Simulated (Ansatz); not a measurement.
Geometry relaxation, with input and output: CuO (part 2 of 2)

Continued. System: CuO (P1, 8 atoms in the cell). Method: DFT PBEsol, scalar-relativistic, plane waves, PAW (Ansatz 0.2.0); cutoff 420 eV, 12×8×8 k-mesh, Gaussian smearing of 0.15 eV. The structure derives from a Materials Project entry. The run did not end well. It belongs to a series of runs on one base structure; here: a zone-boundary wave of random shape, sigma 0.25 A; relaxed back.

Geometry of the input (Å; fractional positions):
```
2.0425  -2.0504  0.0000
-4.0851  -4.1007  0.0000
-2.0425  -2.0504  -5.0923
Cu 0.0553  0.7656  -0.0067
Cu -0.0553  0.2344  0.0067
Cu 0.4954  0.3294  0.4609
Cu 0.5046  0.6706  0.5391
O  0.5992  0.4245  0.6970
O  0.4008  0.8255  0.8030
O  0.5442  0.6223  0.2448
O  0.4558  0.1277  0.2552
```

## Log, continued
```
SCF iter   1: F=—  HF=-28593.136367 eV  |F-HF|=—  |Δ(HF+E_count)|=         —  Δρ=1.02e-3  dr2=2.25e-4  ethr=2.34e-7  ⟨swp⟩=2.0  Hψ=93840  notcnv=0
preconditioner: auto → LDOS  [metal: Δε(μ)=0.003 eV  Ē_g=11.294 eV  σ=0.150 eV  W_gap=0.01  n_scr=32 (ndim 8)  ℏωp=33.1 eV  f_vac=0.031  D(μ)=4.49/eV (n_scr^D=44)  β→1.0]
SCF iter   2: F=—  HF=-28593.136361 eV  |F-HF|=—  |Δ(HF+E_count)|=   5.82e-6  Δρ=2.25e-4  dr2=2.22e-5  ethr=2.25e-7  ⟨swp⟩=2.0  Hψ=36191  notcnv=0
SCF iter   3: F=—  HF=-28593.136309 eV  |F-HF|=—  |Δ(HF+E_count)|=   5.24e-5  Δρ=1.23e-4  dr2=8.19e-6  ethr=2.22e-8  ⟨swp⟩=2.0  Hψ=36402  notcnv=0
SCF iter   4: F=—  HF=-28593.136307 eV  |F-HF|=—  |Δ(HF+E_count)|=   1.19e-6  Δρ=4.59e-5  dr2=1.02e-6  ethr=8.19e-9  ⟨swp⟩=2.0  Hψ=33742  notcnv=0
SCF iter   5: F=—  HF=-28593.136307 eV  |F-HF|=—  |Δ(HF+E_count)|=   2.85e-7  Δρ=3.33e-5  dr2=6.17e-7  ethr=1.02e-9  ⟨swp⟩=2.0  Hψ=41009  notcnv=0
SCF iter   6: F=—  HF=-28593.136307 eV  |F-HF|=—  |Δ(HF+E_count)|=   5.79e-8  Δρ=2.35e-5  dr2=3.18e-7  ethr=6.17e-10  ⟨swp⟩=1.0  Hψ=23280  notcnv=0
SCF iter   7: F=-28593.136307 eV  HF=-28593.136307 eV  |F-HF|=3.86e-8  |Δ(HF+E_count)|=   4.29e-8  Δρ=8.02e-6  dr2=3.54e-8  ethr=1.64e-10  ⟨swp⟩=2.8  Hψ=70494  notcnv=0
SCF 7 converged in 7 iterations: F = -28593.136307 eV  dr2 = 3.54e-8
  greatest PAW one-centre occupation: 1.000 electrons in one spin orbital (limit 2), on the Cu atom at site 3 (counted from 0), in its partial waves of l = 0
relax step   7: F+E_penalty+E_count = -28593.13630696 eV  Δ(F+E_penalty+E_count) = -6.960e-4 eV  max|allowed force component| = 7.349e-4 eV/Å  Δτ_max = 0.0085 Å  P = +0.010 GPa  Ω = 85.338 Å³  energy of the carried Pulay correction = -1.654e-4 eV  (7 SCF iters, dr2 threshold 1.64e-7 eV, accepted)
Initial wavefunctions: pseudopotential atomic-orbital guess (no wavefunctions were taken with the density)
iter 1 solved again at ethr=1.58e-7 eV; its pass at ethr=3.10e-3 eV (dr2=1.58e-4 eV) is discarded
SCF iter   1: F=—  HF=-28593.136508 eV  |F-HF|=—  |Δ(HF+E_count)|=         —  Δρ=7.25e-5  dr2=1.49e-7  ethr=1.58e-7  ⟨swp⟩=3.0  Hψ=132749  notcnv=0
```

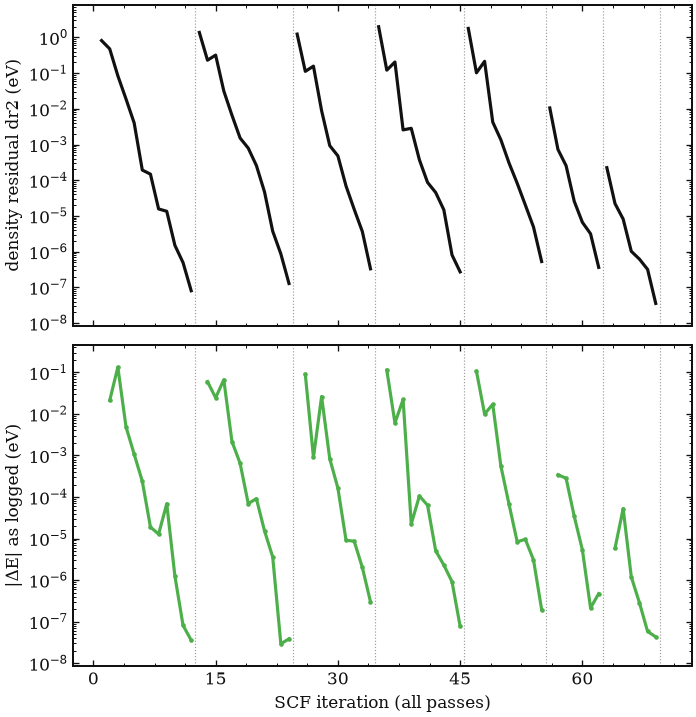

**Figure 1.** Convergence of the self-consistent field: density residual dr2 and size of the energy change against the SCF iteration. Dotted lines part the SCF passes that the log prints in full.

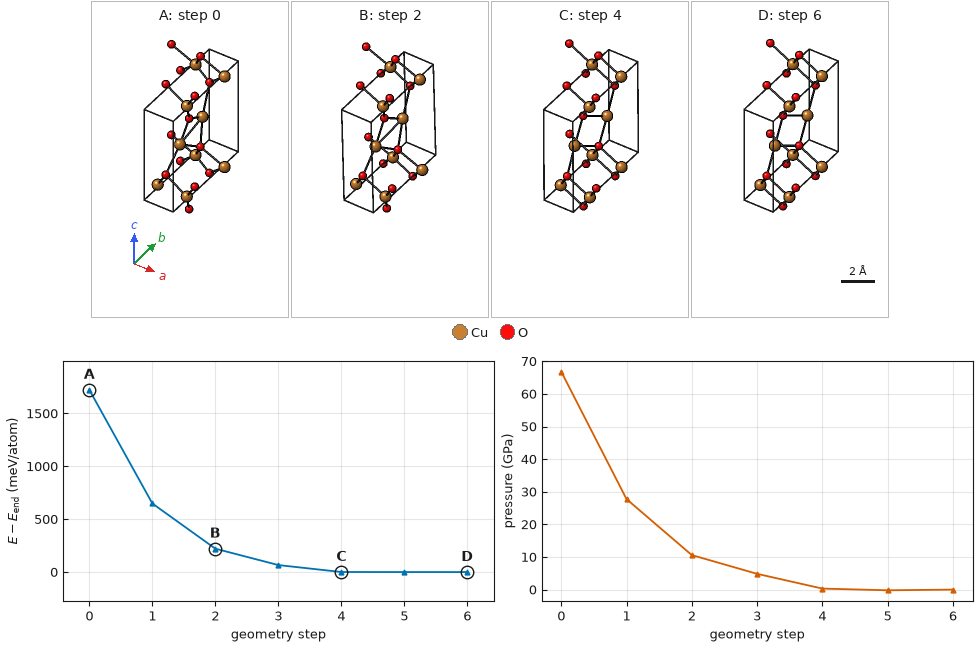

**Figure 2.** Frames of the relaxation (ball-and-stick view of the cell of the calculation, with bonded neighbours outside it, seen at an oblique angle) above the curves, on which the letters mark them (the first geometry is step 0 here and step 1 in the log).

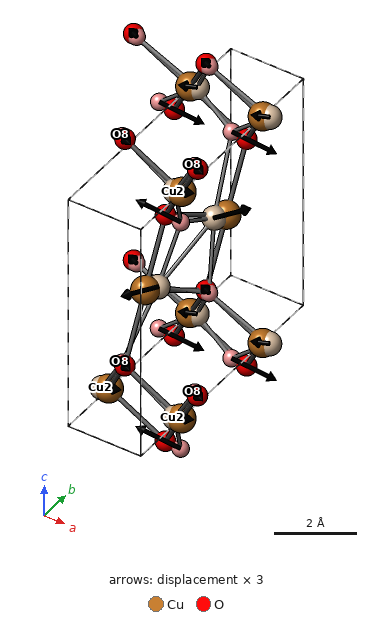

**Figure 3.** Start (faint) and end (solid) with the displacements as black arrows, magnified 3 times (ball-and-stick view of the cell of the calculation, with bonded neighbours outside it, seen at an oblique angle). The run was cut off at its time limit before the relaxation converged, so the last structure is only a point on the way. The largest moves relative to the cell, 0.42 Å, are those of O5 and O6. Largest moves by element: O 0.42 Å, Cu 0.40 Å. The drawn cell changes at constant volume: a 2.894 → 2.895 Å (0.0 %), b 5.788 → 5.789 Å (0.0 %), c stays at 5.857 Å, β 89.9° → 90.0°, γ 89.8° → 89.9°. Among the contacts that change: Cu3–O6 2.612 → 1.928 Å, Cu3–Cu4 2.237 → 2.895 Å, Cu4–O5 1.287 → 1.928 Å, Cu2–O5 2.474 → 1.928 Å. New bonds form: Cu3–O6 (2.61 → 1.93 Å). Among the angles that change: Cu2–O5–Cu4 135.9° → 115.8°, O5–Cu2–O8 160.6° → 180.0°, O6–Cu1–O7 162.7° → 180.0°. The space group (tolerance 0.01 Å) goes from P1 (No. 1) to P4_2/mmc (No. 131). The energy falls by 1723 meV per atom in 6 geometry steps. Largest force component: 30 eV/Å at the start, 0.00073 eV/Å at the end. The pressure goes from 66.81 to 0.01 GPa. (Atoms are counted from 1 in the order of the input.)

```
preconditioner: auto → LDOS  [metal: Δε(μ)=0.003 eV  Ē_g=11.295 eV  σ=0.150 eV  W_gap=0.01  n_scr=32 (ndim 8)  ℏωp=33.1 eV  f_vac=0.031  D(μ)=4.49/eV (n_scr^D=44)  β→1.0]
Step cancelled. What follows is not a result of the run: it is the report of the last solve that finished, which converged after 7 SCF iterations.
Free energy (F): -28593.136307 eV
Harris-Foulkes:  -28593.136307 eV  (|F-HF|=3.86e-8)
Internal energy: -28593.085785 eV  (E = F + TS)
E sigma→0 (E₀):  -28593.111046 eV
Entropy (-TS):   -0.050522 eV (-6.315 meV/atom)
Fermi energy:    11.435539 eV
--- Per-component energies (eV) ---
  E_band       = -1808.905124
  E_kinetic    = 1884.137491
  E_local      = -20027.093383  (includes V_loc(G=0)·N_el)
  E_nonlocal   = 1759.196135
  E_hartree    = 8661.664734
  E_xc         = -641.882627
  E_vxc        = -828.193211  (∫ρ·V_xc dr)
  E_paw        = -7104.213246  (= ΣΔE_a)
  E_vpaw       = -1920.322339  (= ΣTr[D̂ρ^β])
  E_aug_tail   = 0.010868  (compensation charges beyond the density's cutoff)
  E_ewald      = -13125.871717
  E_core_change = 0.965960  (= ΣΔE_core)
  E_smearing   = -0.050522  (= −TS)
  E_closure    = 0.000000  (closes the sum)
  Σ components = -28593.136307   (vs F -28593.136307, Δ=0.00e0)
--- Forces (eV/Å), atoms counted from 1 ---
  atom   1  Cu     0.00023008    -0.00037634    -0.00029894
  atom   2  Cu    -0.00037977     0.00044753     0.00007430
  atom   3  Cu    -0.00015065    -0.00012463     0.00016397
  atom   4  Cu    -0.00029335    -0.00003262     0.00034218
  atom   5  O      0.00003798     0.00013492    -0.00073487
  atom   6  O      0.00067053    -0.00042078    -0.00054457
  atom   7  O      0.00019827    -0.00011599     0.00040780
  atom   8  O     -0.00031317     0.00048796     0.00059019
  max |Σ_I F_I| component: 7.65e-8 eV/Å
--- Stress (GPa, compression-positive) ---
       -0.760482      -0.001032      -0.002701
       -0.001032      -0.760312       0.009191
       -0.002703       0.009195      -0.764156
  P = ⅓ Tr σ = -0.7617 GPa (-7.617 kbar)
--- Band table (eV; the first three rows and the last of 388) ---
  k-point 0: bands = ["-101.1035", "-101.1030", "-101.1026", "-101.1024", "-58.7675", "-58.7528", "-58.7528", "-58.7520", "-58.7127", "-58.7084", "-58.7073", "-58.7057", "-58.4263", "-58.4146", "-58.4146", "-58.4137", "-8.7067", "-7.7715", "-7.4085", "-7.2628", "2.8159", "4.2149", "4.5769", "5.1027", "5.6689", "5.6718", "5.6748", "6.6333", "7.4422", "7.7468", "7.7471", "7.9320", "8.0580", "8.2709", "8.3554", "8.5577", "8.6165", "8.7014", "8.7315", "8.9191", "8.9203", "8.9465", "8.9494", "8.9781", "9.0433", "9.3156", "9.4247", "9.5481", "11.2868", "12.1225", "12.1258", "12.1300", "12.8462", "15.5621", "17.3419", "17.3843", "18.7990", "19.6018", "20.3740", "23.6528"]
  k-point 1: bands = ["-101.1034", "-101.1030", "-101.1026", "-101.1024", "-58.7675", "-58.7528", "-58.7528", "-58.7520", "-58.7124", "-58.7084", "-58.7073", "-58.7060", "-58.4263", "-58.4146", "-58.4146", "-58.4137", "-8.6616", "-7.8330", "-7.3380", "-7.3316", "2.9800", "4.1488", "4.4735", "5.1753", "5.6778", "5.6805", "5.7039", "6.6827", "7.4346", "7.6611", "7.6614", "7.9102", "7.9321", "8.0251", "8.0666", "8.5940", "8.6255", "8.8346", "8.9501", "8.9683", "8.9690", "9.0300", "9.0396", "9.0560", "9.0573", "9.3272", "9.3833", "9.5817", "11.3276", "12.0492", "12.0524", "12.1012", "13.0673", "15.4672", "16.9465", "17.3381", "19.1495", "19.3773", "20.8976", "23.3032"]
  k-point 2: bands = ["-101.1034", "-101.1031", "-101.1026", "-101.1024", "-58.7674", "-58.7528", "-58.7528", "-58.7520", "-58.7117", "-58.7084", "-58.7073", "-58.7067", "-58.4263", "-58.4146", "-58.4146", "-58.4137", "-8.5300", "-7.9355", "-7.5193", "-7.2139", "3.4498", "4.0193", "4.2497", "5.3183", "5.6927", "5.6950", "5.8000", "6.7760", "6.9650", "7.4969", "7.4971", "7.6091", "7.6485", "7.9261", "8.0853", "8.6496", "8.6675", "8.9145", "8.9430", "8.9606", "9.0135", "9.0290", "9.2755", "9.3603", "9.3617", "9.3646", "9.4362", "9.6683", "11.4418", "11.8554", "11.8581", "12.0250", "13.5989", "15.2303", "16.2516", "17.3321", "18.5429", "20.4709", "21.7462", "22.7838"]
  k-point 387: bands = ["-101.1022", "-101.1022", "-101.1021", "-101.1021", "-58.7671", "-58.7670", "-58.7591", "-58.7591", "-58.7073", "-58.7073", "-58.7072", "-58.7072", "-58.4258", "-58.4258", "-58.4195", "-58.4194", "-7.6645", "-7.6644", "-7.1281", "-7.1281", "4.3334", "4.3335", "4.7497", "4.7498", "5.3223", "5.3223", "5.6614", "5.6614", "6.1159", "6.1159", "7.0170", "7.0171", "8.4057", "8.4058", "8.6253", "8.6254", "8.8162", "8.8162", "8.9222", "8.9222", "9.0288", "9.0288", "9.1602", "9.1603", "9.3564", "9.3565", "9.9571", "9.9572", "10.7845", "10.7845", "11.8500", "11.8500", "15.3086", "15.3087", "16.5716", "16.5718", "20.5102", "20.5102", "22.1717", "22.1718"]
End of that report.
Error: SIGTERM received: cancelled by the caller after 1 completed SCF iterations
```

## Trajectory as extended XYZ (Å, eV, eV/Å), 7 frames, from step=1 to step=7
```
8
Lattice="2.0425 -2.0504 0.0000 -4.0851 -4.1007 0.0000 -2.0425 -2.0504 -5.0923" Properties=species:S:1:pos:R:3:forces:R:3 step=1 energy=-28579.35375 pressure_GPa=66.81
Cu   -3.0010   -3.2394    0.0340  -12.5184   9.0313 -13.2697
Cu   -1.0840   -0.8613   -0.0340    0.6263  -0.6833  -0.9798
Cu   -1.2751   -3.3114   -2.3472    7.6996   9.2647  -5.6330
Cu   -2.8100   -4.8900   -2.7450  -30.3885 -18.5481  25.0505
O    -1.9340   -4.3984   -3.5492   26.6005  14.7276 -27.9912
O    -4.1936   -5.8534   -4.0892   12.0418  -8.6563  14.8369
O    -1.9306   -4.1698   -1.2468   -3.8683  -5.8020   8.3578
O    -0.1120   -1.9813   -1.2994   -0.1931   0.6660  -0.3715
8
Lattice="2.0890 -2.0574 0.0087 -4.0283 -3.9657 -0.0590 -2.0618 -2.0087 -5.1719" Properties=species:S:1:pos:R:3:forces:R:3 step=2 energy=-28587.94825 pressure_GPa=27.75
Cu   -3.0111   -3.1321    0.0237   -5.5396   4.9385  -6.0413
Cu   -1.0394   -0.8043   -0.1337    0.4022  -0.7693  -0.1545
Cu   -1.1659   -3.2007   -2.4375    4.7673   5.4147  -3.2184
Cu   -2.8221   -4.8530   -2.7675  -11.6479  -7.9633   9.2399
O    -1.8523   -4.2714   -3.7132    8.7045   5.4607 -10.5248
O    -4.1837   -5.8008   -4.0786    5.3551  -4.6935   7.2407
O    -1.9052   -4.0855   -1.2614   -1.9277  -2.9268   4.0077
O    -0.0521   -1.9135   -1.3573   -0.1139   0.5389  -0.5494
8
Lattice="2.0884 -2.0620 0.0253 -3.9637 -3.9117 0.0217 -1.9999 -1.9109 -5.1554" Properties=species:S:1:pos:R:3:forces:R:3 step=3 energy=-28591.36669 pressure_GPa=10.59
Cu   -2.9784   -3.0343    0.1177   -1.9920   2.3196  -2.3536
Cu   -1.0222   -0.8168   -0.1667    0.3014  -0.6034   0.4774
Cu   -1.0227   -3.0845   -2.4693    2.1080   2.6240  -1.7845
Cu   -2.7894   -4.8577   -2.6310   -4.6685  -3.5354   4.0466
O    -1.8525   -4.1643   -3.7449    3.0602   2.6735  -4.5902
O    -4.1434   -5.7974   -3.8485    2.0393  -2.2923   2.5860
O    -1.8183   -3.9770   -1.1776   -0.6435  -1.1641   1.5945
O     0.0376   -1.8330   -1.3827   -0.2050  -0.0220   0.0237
8
Lattice="2.0391 -2.0926 0.0419 -3.9015 -4.0091 0.1126 -1.9328 -1.8827 -5.0596" Properties=species:S:1:pos:R:3:forces:R:3 step=4 energy=-28592.60653 pressure_GPa=4.85
Cu   -2.9117   -3.0440    0.1594   -0.9032   1.0211  -1.0020
Cu   -0.9768   -0.9377   -0.0619    0.1370  -0.3730   0.4817
Cu   -0.9759   -3.0376   -2.4589    0.8003   1.0068  -0.5017
Cu   -2.7724   -4.9836   -2.4602   -1.7276  -1.3519   1.4711
O    -1.9575   -4.0916   -3.7085    0.9872   1.3491  -1.9837
O    -4.0511   -5.9533   -3.6724    1.1442  -0.8430   0.8521
O    -1.7551   -4.0007   -1.1116   -0.3456  -0.5413   0.5758
O     0.1134   -1.9140   -1.2889   -0.0923  -0.2677   0.1068
8
Lattice="2.0442 -2.0491 0.0145 -4.0783 -4.0881 0.0162 -2.0472 -2.0160 -5.0853" Properties=species:S:1:pos:R:3:forces:R:3 step=5 energy=-28593.13111 pressure_GPa=0.32
Cu   -3.0887   -3.0354    0.0203    0.0580  -0.0522  -0.0327
Cu   -0.9861   -1.0545   -0.0029   -0.1133   0.0903   0.0141
Cu   -1.0284   -3.0529   -2.5350    0.0151  -0.0227   0.0407
Cu   -3.0537   -5.0966   -2.5228   -0.0446  -0.0296   0.0285
O    -2.0266   -4.0992   -3.8067    0.0327   0.0140   0.0045
O    -4.1264   -6.0796   -3.7867    0.0241   0.0038  -0.0291
O    -2.0525   -4.0555   -1.2458   -0.0146  -0.0066  -0.0430
O     0.0402   -2.0739   -1.2680    0.0426   0.0030   0.0169
8
Lattice="2.0463 -2.0488 0.0052 -4.0939 -4.0987 0.0050 -2.0503 -2.0398 -5.0912" Properties=species:S:1:pos:R:3:forces:R:3 step=6 energy=-28593.13561 pressure_GPa=-0.20
Cu   -3.0741   -3.0704    0.0041    0.0044  -0.0033  -0.0007
Cu   -1.0199   -1.0284    0.0009   -0.0021   0.0020   0.0013
Cu   -1.0258   -3.0690   -2.5418    0.0021   0.0005  -0.0006
Cu   -3.0722   -5.1183   -2.5391   -0.0002   0.0002  -0.0011
O    -2.0503   -4.0936   -3.8141   -0.0012   0.0023   0.0013
O    -4.1048   -6.1351   -3.8110    0.0019  -0.0034  -0.0012
O    -2.0476   -4.0936   -1.2669   -0.0003  -0.0024  -0.0005
O     0.0071   -2.0523   -1.2699   -0.0047   0.0043   0.0016
8
Lattice="2.0454 -2.0482 0.0010 -4.0909 -4.0964 0.0010 -2.0461 -2.0463 -5.0921" Properties=species:S:1:pos:R:3:forces:R:3 step=7 energy=-28593.13631 pressure_GPa=0.01
Cu   -3.0686   -3.0719    0.0007    0.0002  -0.0004  -0.0003
Cu   -1.0223   -1.0246    0.0002   -0.0004   0.0004   0.0001
Cu   -1.0231   -3.0713   -2.5453   -0.0002  -0.0001   0.0002
Cu   -3.0685   -5.1196   -2.5448   -0.0003   0.0000   0.0003
O    -2.0464   -4.0951   -3.8182    0.0000   0.0001  -0.0007
O    -4.0927   -6.1424   -3.8177    0.0007  -0.0004  -0.0005
O    -2.0453   -4.0958   -1.2719    0.0002  -0.0001   0.0004
O     0.0011   -2.0485   -1.2724   -0.0003   0.0005   0.0006
```

## Outcome

```csv
quantity,value
outcome,stopped at the time limit
space group (tolerance 0.01 Å),P1 (1) → P4₂/mmc (131)
final cell,"a = 2.895 Å, b = 5.789 Å, c = 5.857 Å, α = 60.40°, β = 90.00°, γ = 89.92°"
hardware,"2 threads of Intel Xeon (Sapphire Rapids), 32 GiB of memory available, shared host"
wall time,10 min (CPU time 20 min)
peak memory,1.5 GiB
```

## What went wrong

The run was cut off by its time limit, so the output is incomplete.
